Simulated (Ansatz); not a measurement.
**TiSi6: geometry relaxation (part 4 of 4)**

The same run, continued: TiSi6 (slab, 7 atoms in the cell); DFT PBEsol, scalar-relativistic, plane waves, PAW, spin-polarised (Ansatz 0.2.0); cutoff 420 eV, 8×8×1 k-mesh, Gaussian smearing of 0.05 eV, collinear spins. The structure derives from an entry of the Crystallography Open Database. The input holds or restrains some coordinates. Forces given for the steps count only the free coordinates. It belongs to a series of runs on one base structure; here: Ti put at a hollow Si-Si site.

Geometry of the input (Å; fractional positions):
```
3.8417  0.0000  0.0000
0.0000  3.8417  0.0000
0.0000  0.0000  25.7913
Si 0.0000  0.5000  0.3296
Si 0.0000  0.0000  0.3822
Si 0.5000  0.0000  0.4349
Si 0.5000  0.5000  0.4873
Si 0.0000  0.5000  0.5400
Si 0.0000  0.0000  0.5916
Ti 0.5000  0.5000  0.6141
```

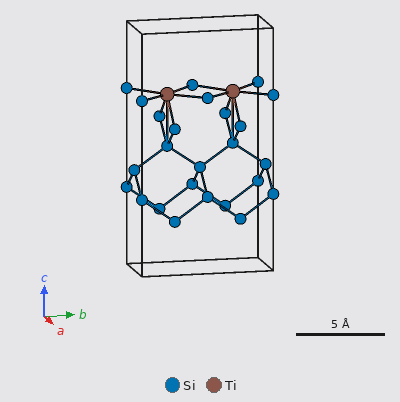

*The geometry at step 4 of the log (ball-and-stick view of the 1 × 2 repeat of the cell, with the vacuum cut short, seen slightly off an axis).*

Trajectory as extended XYZ, continued
```
7
Lattice="3.8417 0.0000 0.0000 0.0000 3.8417 0.0000 0.0000 0.0000 25.7913" Properties=species:S:1:pos:R:3:forces:R:3 step=2 energy=-6199.72461
Si    0.0000    1.9209    8.5000    0.0000   0.0000  -0.0767
Si    0.0000    0.0000    9.8583    0.0000   0.0000   0.1336
Si    1.9209    0.0000   11.2165    0.0000   0.0000   0.0733
Si    1.9209    1.9209   12.5680    0.0000   0.0000   0.1076
Si    0.0000    1.9209   13.9440    0.0000   0.0000  -0.4759
Si    0.0000    0.0000   15.3942    0.0000   0.0000   1.1751
Ti    1.9209    1.9209   15.6442    0.0000   0.0000  -0.9371
7
Lattice="3.8417 0.0000 0.0000 0.0000 3.8417 0.0000 0.0000 0.0000 25.7913" Properties=species:S:1:pos:R:3:forces:R:3 step=3 energy=-6199.87642
Si    0.0000    1.9209    8.5000    0.0000   0.0000  -0.0365
Si    0.0000    0.0000    9.8583    0.0000   0.0000   0.1023
Si    1.9209    0.0000   11.2165    0.0000   0.0000   0.0481
Si    1.9209    1.9209   12.5781    0.0000   0.0000  -0.1553
Si    0.0000    1.9209   13.9080    0.0000   0.0000  -0.4565
Si    0.0000    0.0000   15.5488    0.0000   0.0000  -0.0220
Ti    1.9209    1.9209   15.4493    0.0000   0.0000   0.5196
7
Lattice="3.8417 0.0000 0.0000 0.0000 3.8417 0.0000 0.0000 0.0000 25.7913" Properties=species:S:1:pos:R:3:forces:R:3 step=4 energy=-6199.88064
Si    0.0000    1.9209    8.5000    0.0000   0.0000  -0.0628
Si    0.0000    0.0000    9.8583    0.0000   0.0000   0.0984
Si    1.9209    0.0000   11.2165    0.0000   0.0000  -0.2175
Si    1.9209    1.9209   12.5357    0.0000   0.0000   0.3346
Si    0.0000    1.9209   13.8822    0.0000   0.0000   0.2497
Si    0.0000    0.0000   15.6094    0.0000   0.0000  -0.1888
Ti    1.9209    1.9209   15.5398    0.0000   0.0000  -0.2136
7
Lattice="3.8417 0.0000 0.0000 0.0000 3.8417 0.0000 0.0000 0.0000 25.7913" Properties=species:S:1:pos:R:3:forces:R:3 step=5 energy=-6199.89527
Si    0.0000    1.9209    8.5000    0.0000   0.0000  -0.0402
Si    0.0000    0.0000    9.8583    0.0000   0.0000   0.1017
Si    1.9209    0.0000   11.2165    0.0000   0.0000  -0.0551
Si    1.9209    1.9209   12.5615    0.0000   0.0000  -0.0070
Si    0.0000    1.9209   13.8889    0.0000   0.0000  -0.0400
Si    0.0000    0.0000   15.5453    0.0000   0.0000   0.0243
Ti    1.9209    1.9209   15.4980    0.0000   0.0000   0.0165
7
Lattice="3.8417 0.0000 0.0000 0.0000 3.8417 0.0000 0.0000 0.0000 25.7913" Properties=species:S:1:pos:R:3:forces:R:3 step=6 energy=-6199.89540
Si    0.0000    1.9209    8.5000    0.0000   0.0000  -0.0413
Si    0.0000    0.0000    9.8583    0.0000   0.0000   0.1025
Si    1.9209    0.0000   11.2165    0.0000   0.0000  -0.0597
Si    1.9209    1.9209   12.5611    0.0000   0.0000  -0.0009
Si    0.0000    1.9209   13.8879    0.0000   0.0000  -0.0021
Si    0.0000    0.0000   15.5514    0.0000   0.0000   0.0011
Ti    1.9209    1.9209   15.5010    0.0000   0.0000   0.0003
```

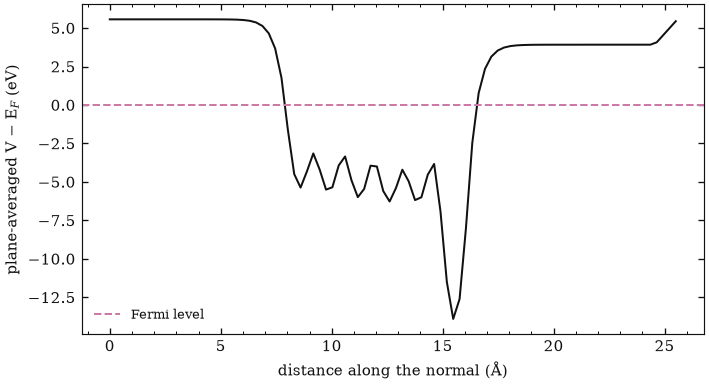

*Plane average of the electrostatic potential energy of an electron across the cell, from the Fermi level.*

The vacuum level lies 3.92 eV above the Fermi level on the upper side and 5.57 eV on the lower.

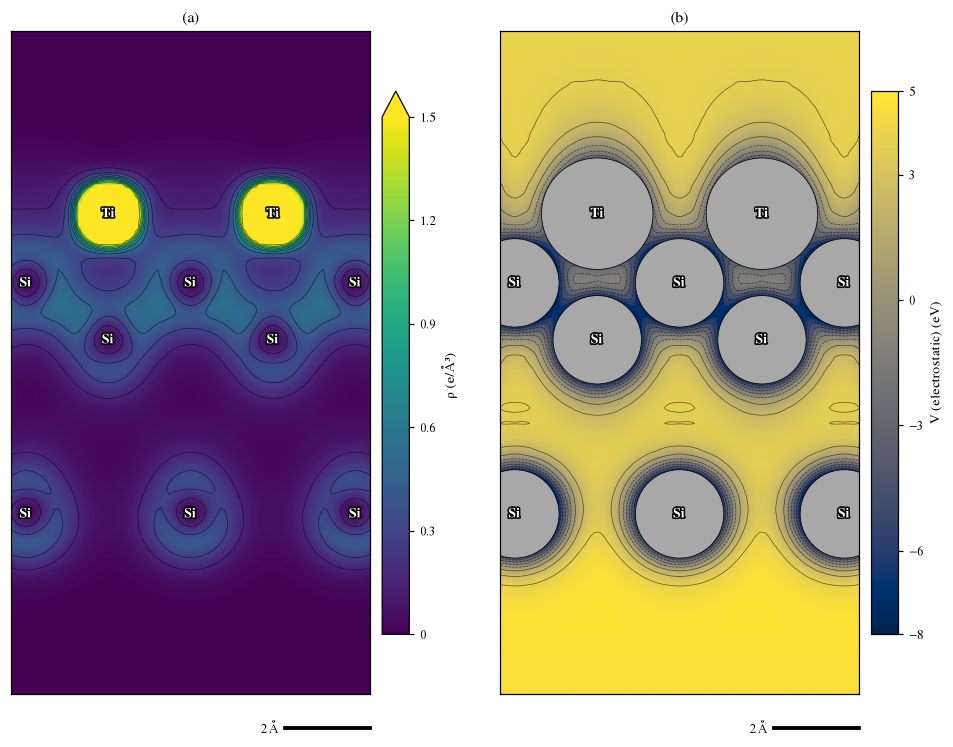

*(a) valence pseudo-density; (b) electrostatic potential (local pseudopotential plus Hartree) felt by an electron on the (010) plane of the calculation cell, a cut from vacuum to vacuum. Grey discs, where drawn, cover atomic cores.*

Si–Si (2.33 Å): ρ is about 0.53 e/Å³ halfway, a local maximum along the line. Ti–Si (2.51 Å): ρ at the midpoint is about 0.36 e/Å³. The density dies away to nearly zero in the vacuum. In a PAW calculation such maps are meaningful between the atoms, not at the nuclei.

Results in brief

```json
{"quantity": "outcome", "value": "converged under the restraints of the input"}
{"quantity": "electrons treated", "value": "36"}
{"quantity": "free energy", "value": "−6199.8954 eV"}
{"quantity": "work function, top face", "value": "3.92 eV"}
{"quantity": "work function, bottom face", "value": "5.57 eV"}
{"quantity": "Fermi energy", "value": "−0.429 eV"}
{"quantity": "gap on the k-point mesh", "value": "none (metallic)"}
{"quantity": "net moment of the cell", "value": "0.00 μB"}
{"quantity": "integrated absolute moment", "value": "0.00 μB"}
{"quantity": "final volume", "value": "380.65 Å³"}
{"quantity": "work function (upper face)", "value": "3.92 eV"}
{"quantity": "largest force (length of the vector) at the end, held atoms and coordinates included", "value": "0.103 eV/Å"}
{"quantity": "hardware", "value": "2 threads of Intel Xeon (Granite Rapids), 192 GiB of memory available, shared host"}
{"quantity": "wall time", "value": "2.4 min (CPU time 4.7 min)"}
{"quantity": "peak memory", "value": "0.88 GiB"}
```

Warnings of the run: some starting moments were not kept.
